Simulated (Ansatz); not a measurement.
## Electronic structure of FeSi in real space

Input file:

```
crystal:
  lattice:
    - [4.4028615227, 0.0, 0.0]
    - [0.0, 4.4028615227, 0.0]
    - [0.0, 0.0, 4.4028615227]
  atoms:
    - { symbol: Fe, position: [0.1370360829, 0.1370360829, 0.1370360829] }
    - { symbol: Fe, position: [0.3629639171, 0.8629639171, 0.6370360829] }
    - { symbol: Fe, position: [0.6370360829, 0.3629639171, 0.8629639171] }
    - { symbol: Fe, position: [0.8629639171, 0.6370360829, 0.3629639171] }
    - { symbol: Si, position: [0.8411665561, 0.8411665561, 0.8411665561] }
    - { symbol: Si, position: [0.6588334439, 0.1588334439, 0.3411665561] }
    - { symbol: Si, position: [0.3411665561, 0.6588334439, 0.1588334439] }
    - { symbol: Si, position: [0.1588334439, 0.3411665561, 0.6588334439] }
basis:
  ecutwfc: 420
kpoints:
  mp_grid: { grid: [8, 8, 8] }
hamiltonian:
  xc: pbesol
scf:
  occupations: { method: gaussian, width: 0.01 }
output:
  forces: true
  stress: true
  eigenvalues: true
  write_density: true
  write_potential: true
  elf: true
  volumetric_format: npy
relax:
  adjacent_minimum: "off"
  f_tol: 0.005
  max_steps: 80
  cell: { stress_tol: 0.05 }
```

Launched as:

```sh
ansatz run input.yaml --threads 2 --pin off --max-ram 5120MiB --backend cpu --events-out ev --progress --plain --runs-dir out
```

Below, planes, directions and counts refer to the conventional cell (a = 4.40 Å, b = 4.40 Å, c = 4.40 Å, α = 90.00°, β = 90.00°, γ = 90.00°).

The fields are those of the run's last geometry, not of the input's.

Space group P2₁3; computed without spin polarisation.

Level of theory: DFT PBEsol, scalar-relativistic, plane waves, PAW in Ansatz 0.2.0.

In a PAW calculation such maps are meaningful between the atoms, not at the nuclei.

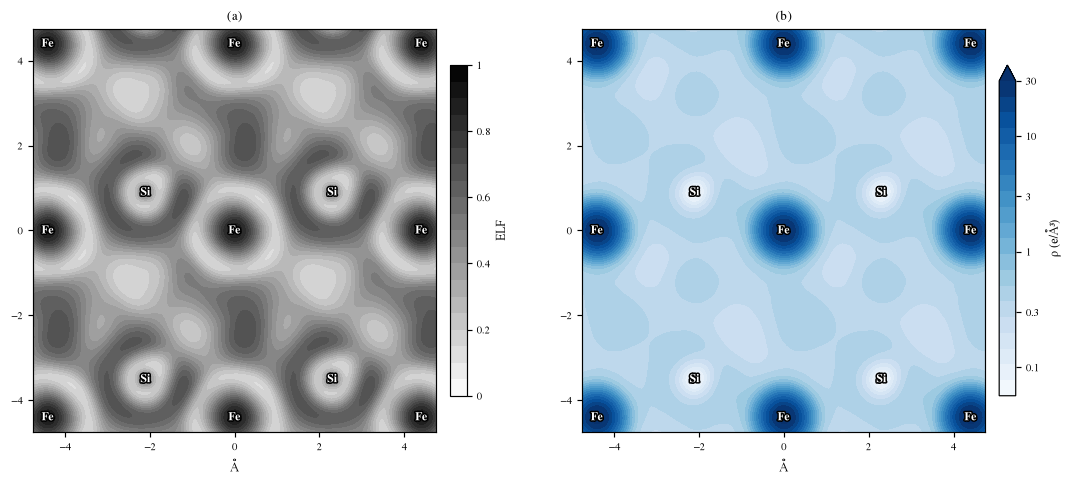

Figure 1. (a) ELF; (b) valence electron density on the (010) plane of the conventional cell.

Question: Read the bonding off the picture.

Answer:
- The plane passes through Fe and Si nuclei.
- Atoms just off the plane (Si, 0.9 Å away) can leave unmarked features too.
- Fe–Si (2.47 Å): ρ is about 0.38 e/Å³ halfway; the ELF peaks at about 0.65 in the valence shell of Si, 0.9 Å from its nucleus, and is about 0.45 at the midpoint.
- Between the atoms the lowest density in this plane is 0.2 e/Å³.
- The features right at Fe lie inside the PAW spheres, where the map follows smoothed inner orbitals and isn't to be read closely.

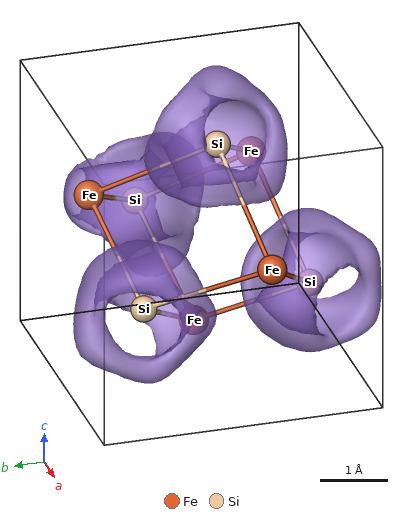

Figure 2. Isosurface of the electron localisation function at 0.6 (purple), seen at an oblique angle. Core shells and regions of very low density are left out. Sticks mark near contacts.

Question: Identify the bonds, lone pairs and shells in this picture.

Answer: The surface consists of four regions wrapped around Si (the valence shell of each), counted in one cell of 8 atoms. Regions shared between cells count once. Profiles from the grid: Fe–Si (2.26 Å): the ELF peaks at about 0.65 in the valence shell of Si, 0.9 Å from its nucleus, and is about 0.45 at the midpoint.
